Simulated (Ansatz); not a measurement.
**Run report: Hf₂S, geometry relaxation (part 2 of 2)**

The same run, continued: Hf₂S (6 atoms in the cell); DFT r2SCAN, scalar-relativistic, plane waves, PAW, no spin polarisation (Ansatz 0.2.0); cutoff 500 eV, 12×12×4 k-mesh, Gaussian smearing of 0.1 eV. The structure derives from a Materials Project entry.

Geometry of the input (Å; fractional positions):
```
3.3743  0.0000  0.0000
-1.6871  2.9222  0.0000
0.0000  0.0000  11.7174
Hf 0.6667  0.3333  0.8998
Hf 0.3333  0.6667  0.3998
Hf 0.6667  0.3333  0.6002
Hf 0.3333  0.6667  0.1002
S  0.0000  0.0000  0.7500
S  0.0000  0.0000  0.2500
```

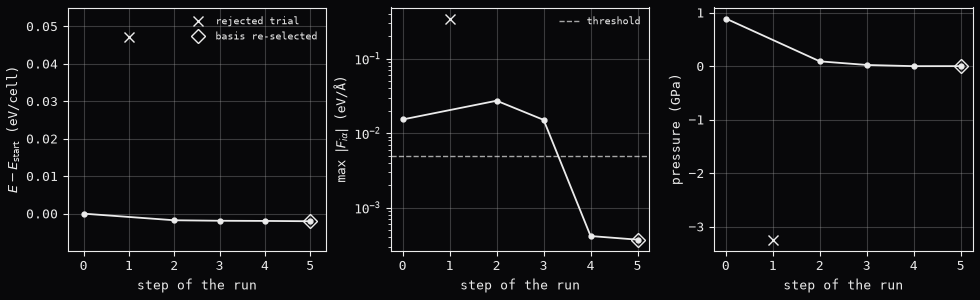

**Figure 1.** Progress of the relaxation, step by step (the first geometry is step 0 here and step 1 in the log). The energy falls by 1.9 meV per cell of the calculation in 4 geometry steps. Largest force component: 0.015 eV/Å at the start, 0.00037 eV/Å at the end. Pressure: 0.89 GPa at the start and 0.00 GPa at the end. The line search rejected the trial step at point 1 (counted from 0) and went back. No atom moves by more than 0.005 Å relative to the cell. The volume changes by +0.6 %, with a = b 3.374 → 3.381 Å (+0.2 %), c 11.717 → 11.741 Å (+0.2 %). Among the contacts that change: Hf1–Hf4 3.051 → 3.059 Å, Hf1–S5 2.622 → 2.627 Å. The space group stays P6_3/mmc (No. 194). A last SCF at the same geometry on a re-selected plane-wave basis shifts the energy by −0.1 meV per cell of the calculation. (Atoms are counted from 1 in the order of the input.)

```
basis re-selected at this cell: Δ(F+E_penalty+E_count) = -8.248e-5 eV, ΔP = +0.001 GPa vs the last step (what re-selecting the basis moved, of the pressure what is left beyond the Pulay correction that the steps carried, after the strain that the cell walked since its last selection, with what the two solves' SCF thresholds leave and, on support functions, any second-order correction that the steps lacked; it is no measure of the basis error at this ecutwfc). This SCF's stress stands 2.61e-3 GPa from its target on what of the cell is left free (relax.cell.stress_tol is 5.00e-2 GPa) and its largest allowed force component is 3.72e-4 eV/Å (relax.f_tol is 5.00e-3 eV/Å): within both
SCF converged after 6 iterations
Free energy (F): -64750.900937 eV
Harris-Foulkes:  -64750.900937 eV  (|F-HF|=2.18e-11)
Internal energy: -64750.887468 eV  (E = F + TS)
E sigma→0 (E₀):  -64750.894202 eV
Entropy (-TS):   -0.013469 eV (-2.245 meV/atom)
Fermi energy:    18.470702 eV
--- Per-component energies (eV) ---
  E_band       = -6.062500
  E_kinetic    = 1912.236421
  E_local      = -22328.789206  (includes V_loc(G=0)·N_el)
  E_nonlocal   = -4939.692755
  E_hartree    = 10484.803212
  E_xc         = -1319.256008
  E_vxc        = -1364.406624  (∫ρ·V_xc dr)
  E_paw        = -29025.422104  (= ΣΔE_a)
  E_vpaw       = 5679.054778  (= ΣTr[D̂ρ^β])
  E_aug_tail   = -0.000002  (compensation charges beyond the density's cutoff)
  E_vtau       = 65.928372  (kinetic-family band-sum trace: ∫τ·v_τ [+ j·A + Jᵃ·Aᵃ] dr)
  E_ewald      = -19535.833580
  E_core_change = 1.066554  (= ΣΔE_core)
  E_smearing   = -0.013469  (= −TS)
  E_closure    = -0.000000  (closes the sum)
  Σ components = -64750.900937   (vs F -64750.900937, Δ=0.00e0)
--- Forces (eV/Å), atoms counted from 1 ---
  atom   1  Hf    -0.00000000     0.00000000     0.00037169
  atom   2  Hf     0.00000000    -0.00000000     0.00037169
  atom   3  Hf    -0.00000000     0.00000000    -0.00037169
  atom   4  Hf     0.00000000    -0.00000000    -0.00037169
  atom   5  S     -0.00000000    -0.00000000    -0.00000000
  atom   6  S      0.00000000     0.00000000     0.00000000
  max |Σ_I F_I| component: 3.24e-17 eV/Å
--- Stress (GPa, compression-positive) ---
        0.002613       0.000000      -0.000000
        0.000000       0.002613      -0.000000
       -0.000000      -0.000000      -0.000583
  P = ⅓ Tr σ = 0.0015 GPa (0.015 kbar)
--- Band table (eV; the first three rows and the last of 57) ---
  k-point 0: bands = ["-45.7365", "-45.7335", "-45.6871", "-45.6840", "-14.1222", "-14.0057", "-13.6589", "-13.5886", "-13.5886", "-13.5792", "-13.5792", "-13.5314", "-13.4869", "-13.4869", "-13.4773", "-13.4773", "2.1100", "2.2278", "5.8244", "5.8305", "5.8305", "5.8362", "5.8435", "5.8435", "5.8442", "5.8442", "5.8499", "5.8499", "5.8534", "5.8564", "5.8629", "5.8733", "5.8747", "5.8747", "5.8759", "5.8771", "5.8781", "5.8781", "5.8837", "5.8837", "5.8892", "5.8892", "5.9169", "5.9170", "5.9209", "5.9209", "10.0871", "11.0578", "13.4942", "14.6016", "14.6016", "14.7820", "14.7820", "15.2070", "16.5003", "18.1164", "18.4439", "18.8685", "18.8685", "18.9726", "18.9726", "19.2716", "19.2716", "20.4520", "20.4520", "21.0760", "21.2503", "21.2503", "21.8112", "21.8112"]
  k-point 1: bands = ["-45.7361", "-45.7339", "-45.6866", "-45.6844", "-14.1084", "-14.0275", "-13.6354", "-13.5873", "-13.5873", "-13.5807", "-13.5807", "-13.5468", "-13.4854", "-13.4854", "-13.4786", "-13.4786", "2.1268", "2.2102", "5.8256", "5.8319", "5.8319", "5.8335", "5.8404", "5.8404", "5.8457", "5.8457", "5.8491", "5.8491", "5.8543", "5.8576", "5.8627", "5.8706", "5.8771", "5.8771", "5.8771", "5.8783", "5.8788", "5.8788", "5.8832", "5.8832", "5.8876", "5.8876", "5.9170", "5.9170", "5.9209", "5.9209", "10.1967", "10.8642", "13.7677", "14.6265", "14.6265", "14.7539", "14.7539", "14.9392", "16.6730", "17.5945", "18.8121", "18.8121", "18.9112", "18.9112", "19.0663", "19.5253", "19.5253", "20.5159", "20.5159", "20.6282", "20.9351", "20.9351", "21.5866", "21.5866"]
  k-point 2: bands = ["-45.7351", "-45.7351", "-45.6855", "-45.6855", "-14.0717", "-14.0717", "-13.5874", "-13.5874", "-13.5841", "-13.5841", "-13.5841", "-13.5841", "-13.4819", "-13.4819", "-13.4819", "-13.4819", "2.1681", "2.1681", "5.8289", "5.8289", "5.8356", "5.8356", "5.8356", "5.8356", "5.8474", "5.8474", "5.8474", "5.8474", "5.8563", "5.8563", "5.8660", "5.8660", "5.8786", "5.8786", "5.8799", "5.8799", "5.8799", "5.8799", "5.8840", "5.8840", "5.8840", "5.8840", "5.9170", "5.9170", "5.9209", "5.9209", "10.4936", "10.4936", "14.3581", "14.3581", "14.6886", "14.6886", "14.6886", "14.6886", "17.0651", "17.0651", "18.8191", "18.8191", "18.8191", "18.8191", "19.8688", "19.8688", "20.0562", "20.0562", "20.0562", "20.0562", "21.1453", "21.1453", "21.1453", "21.1453"]
  k-point 56: bands = ["-45.6910", "-45.6910", "-45.6882", "-45.6882", "-13.9511", "-13.9511", "-13.9144", "-13.9144", "-13.8874", "-13.8874", "-13.6903", "-13.6903", "-13.6195", "-13.6195", "-13.5756", "-13.5756", "3.4064", "3.4064", "5.8405", "5.8405", "5.8503", "5.8503", "5.8512", "5.8512", "5.8539", "5.8539", "5.8611", "5.8611", "5.8633", "5.8633", "5.8681", "5.8681", "5.8699", "5.8699", "5.8743", "5.8743", "5.8827", "5.8827", "5.8842", "5.8842", "5.9041", "5.9041", "5.9043", "5.9043", "5.9247", "5.9247", "11.5594", "11.5594", "11.7171", "11.7171", "12.4025", "12.4025", "16.5152", "16.5152", "16.9554", "16.9554", "17.3921", "17.3921", "18.6625", "18.6625", "20.7405", "20.7405", "21.3115", "21.3115", "21.7797", "21.7797", "22.5418", "22.5418", "22.6984", "22.6984"]
--- Relaxed structure (5 steps of the walk, 4 accepted, 1 SCFs on fresh bases) ---
  F+E_penalty+E_count = -64750.90093664 eV   max|allowed force component| = 3.717e-4 eV/Å   (the final SCF, on the basis selected at the relaxed cell)
  cell:  # Å, volume = 116.2611 Å³
    - [3.3814293548079206, -7.112678190791372e-34, 1.1118988866894182e-35]
    - [-1.6907146774039603, 2.9284037223660833, 4.0698323896796203e-36]
    - [3.861148423156361e-35, 3.861148423156361e-35, 11.740950867143697]
  atoms:
    - { symbol: Hf, position: [0.6666666666666667, 0.33333333333333337, 0.8997311472357749] }
    - { symbol: Hf, position: [0.33333333333333337, 0.6666666666666667, 0.39973114723577496] }
    - { symbol: Hf, position: [0.6666666666666667, 0.33333333333333337, 0.6002688527642249] }
    - { symbol: Hf, position: [0.33333333333333337, 0.6666666666666667, 0.10026885276422502] }
    - { symbol: S, position: [2.3650588991007221e-35, -2.5630381666992514e-35, 0.7499999999999999] }
    - { symbol: S, position: [1.8762868030288947e-34, 1.5012080690667048e-34, 0.25] }
```

Trajectory as extended XYZ (Å, eV, eV/Å), 6 frames, from step=1 to step=6
```
6
Lattice="3.3743 0.0000 0.0000 -1.6871 2.9222 0.0000 0.0000 0.0000 11.7174" Properties=species:S:1:pos:R:3:forces:R:3 step=1 energy=-64750.89891 pressure_GPa=0.89
Hf    1.6871    0.9741   10.5435    0.0000   0.0000  -0.0153
Hf    0.0000    1.9481    4.6848    0.0000   0.0000  -0.0153
Hf    1.6871    0.9741    7.0327    0.0000   0.0000   0.0153
Hf    0.0000    1.9481    1.1739    0.0000   0.0000   0.0153
S     0.0000    0.0000    8.7881    0.0000   0.0000   0.0000
S     0.0000    0.0000    2.9294    0.0000   0.0000   0.0000
6
Lattice="3.4089 0.0000 0.0000 -1.7045 2.9522 0.0000 0.0000 0.0000 11.8340" Properties=species:S:1:pos:R:3:forces:R:3 step=2 energy=-64750.85175 pressure_GPa=-3.24 accepted=F
Hf    1.7045    0.9841   10.6201    0.0000   0.0000   0.3469
Hf    0.0000    1.9682    4.7031    0.0000   0.0000   0.3469
Hf    1.7045    0.9841    7.1309    0.0000   0.0000  -0.3469
Hf    0.0000    1.9682    1.2139    0.0000   0.0000  -0.3469
S     0.0000    0.0000    8.8755    0.0000   0.0000   0.0000
S     0.0000    0.0000    2.9585    0.0000   0.0000   0.0000
6
Lattice="3.3821 0.0000 0.0000 -1.6910 2.9290 0.0000 0.0000 0.0000 11.7300" Properties=species:S:1:pos:R:3:forces:R:3 step=3 energy=-64750.90068 pressure_GPa=0.09
Hf    1.6910    0.9763   10.5516    0.0000   0.0000   0.0273
Hf    0.0000    1.9526    4.6866    0.0000   0.0000   0.0273
Hf    1.6910    0.9763    7.0434    0.0000   0.0000  -0.0273
Hf    0.0000    1.9526    1.1784    0.0000   0.0000  -0.0273
S     0.0000    0.0000    8.7975    0.0000   0.0000   0.0000
S     0.0000    0.0000    2.9325    0.0000   0.0000   0.0000
6
Lattice="3.3818 0.0000 0.0000 -1.6909 2.9287 0.0000 0.0000 0.0000 11.7368" Properties=species:S:1:pos:R:3:forces:R:3 step=4 energy=-64750.90081 pressure_GPa=0.02
Hf    1.6909    0.9762   10.5587    0.0000   0.0000   0.0151
Hf    0.0000    1.9525    4.6904    0.0000   0.0000   0.0151
Hf    1.6909    0.9762    7.0464    0.0000   0.0000  -0.0151
Hf    0.0000    1.9525    1.1780    0.0000   0.0000  -0.0151
S     0.0000    0.0000    8.8026    0.0000   0.0000   0.0000
S     0.0000    0.0000    2.9342    0.0000   0.0000   0.0000
6
Lattice="3.3814 0.0000 0.0000 -1.6907 2.9284 0.0000 0.0000 0.0000 11.7410" Properties=species:S:1:pos:R:3:forces:R:3 step=5 energy=-64750.90085 pressure_GPa=0.00
Hf    1.6907    0.9761   10.5637    0.0000   0.0000   0.0004
Hf    0.0000    1.9523    4.6932    0.0000   0.0000   0.0004
Hf    1.6907    0.9761    7.0477    0.0000   0.0000  -0.0004
Hf    0.0000    1.9523    1.1773    0.0000   0.0000  -0.0004
S     0.0000    0.0000    8.8057    0.0000   0.0000   0.0000
S     0.0000    0.0000    2.9352    0.0000   0.0000   0.0000
6
Lattice="3.3814 0.0000 0.0000 -1.6907 2.9284 0.0000 0.0000 0.0000 11.7410" Properties=species:S:1:pos:R:3:forces:R:3 step=6 energy=-64750.90094 pressure_GPa=0.00
Hf    1.6907    0.9761   10.5637    0.0000   0.0000   0.0004
Hf    0.0000    1.9523    4.6932    0.0000   0.0000   0.0004
Hf    1.6907    0.9761    7.0477    0.0000   0.0000  -0.0004
Hf    0.0000    1.9523    1.1773    0.0000   0.0000  -0.0004
S     0.0000    0.0000    8.8057    0.0000   0.0000   0.0000
S     0.0000    0.0000    2.9352    0.0000   0.0000   0.0000
```

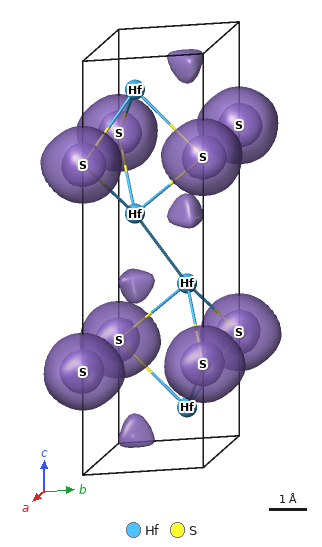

**Figure 2.** Isosurface of the ELF at 0.75 (purple), seen slightly off an axis. Only the valence region is drawn (cores and ρ < 0.01 e/Å³ removed). Sticks mark near contacts. The outline is the cell set on symmetry axes. Along the contacts the grid gives the following. Hf–S (2.63 Å): the ELF is about 0.30 at the midpoint (a polar contact without a shared pair, in a metal). Hf–Hf (3.06 Å): the ELF is about 0.25 at the midpoint (no shared electron pair). The fields are those of the smooth PAW valence density.

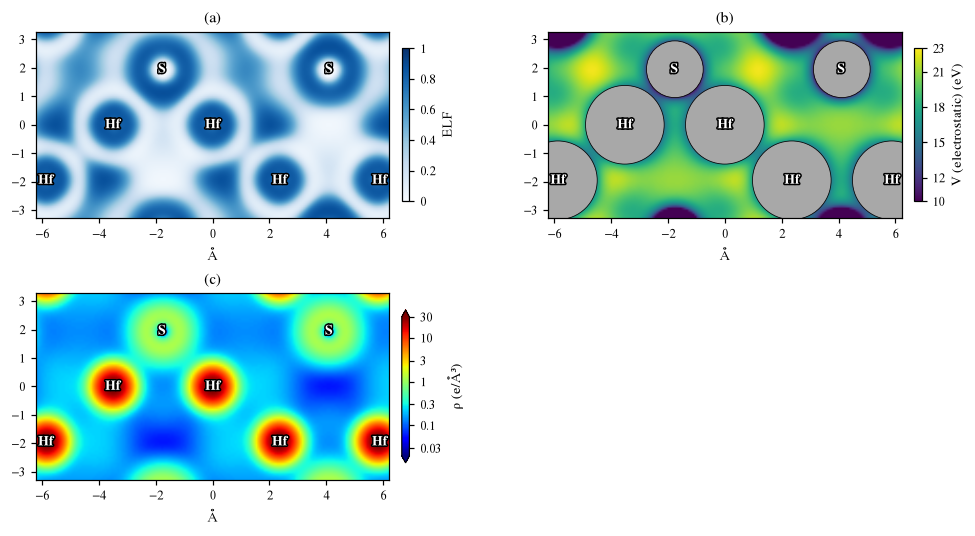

**Figure 3.** (a) ELF; (b) electrostatic potential (local pseudopotential plus Hartree) felt by an electron; (c) valence pseudo-density on the (110) plane of the conventional cell. Grey discs, where drawn, cover atomic cores. Hf–S (2.63 Å): the density is about 0.35 e/Å³ at the midpoint; the ELF is about 0.30 at the midpoint; a polar contact without a shared pair, in a metal. Hf–Hf (3.06 Å): ρ at the midpoint is about 0.21 e/Å³; the ELF is about 0.25 at the midpoint; no shared electron pair. Away from the nuclei the density in this plane falls to 0.06 e/Å³ at its lowest.  The strong features right at Hf lie inside the PAW spheres (semicore, d or f shells) and say nothing about bonding. Outside the cores the potential energy rises away from the atoms and is highest about 2.3 Å from the nearest atoms; outside the discs it spans about 12 eV, and its zero is arbitrary.

Key numbers

```tsv
quantity	value
outcome	converged
space group (tolerance 0.01 Å)	P6₃/mmc (194)
electrons treated	116
free energy	−64750.9009 eV
Fermi energy	18.471 eV
gap on the k-point mesh	none (metallic)
pressure	0.00 GPa
final volume	116.26 Å³
largest force (length of the vector) at the end	under 0.001 eV/Å
final cell	a = 3.381 Å, b = 3.381 Å, c = 11.741 Å, α = 90.00°, β = 90.00°, γ = 120.00°
hardware	1 thread of AMD EPYC (Zen 3), 192 GiB of memory available, shared host
wall time	7.2 min
peak memory	0.93 GiB
```

Spin–orbit coupling is left out, which matters for Hf.
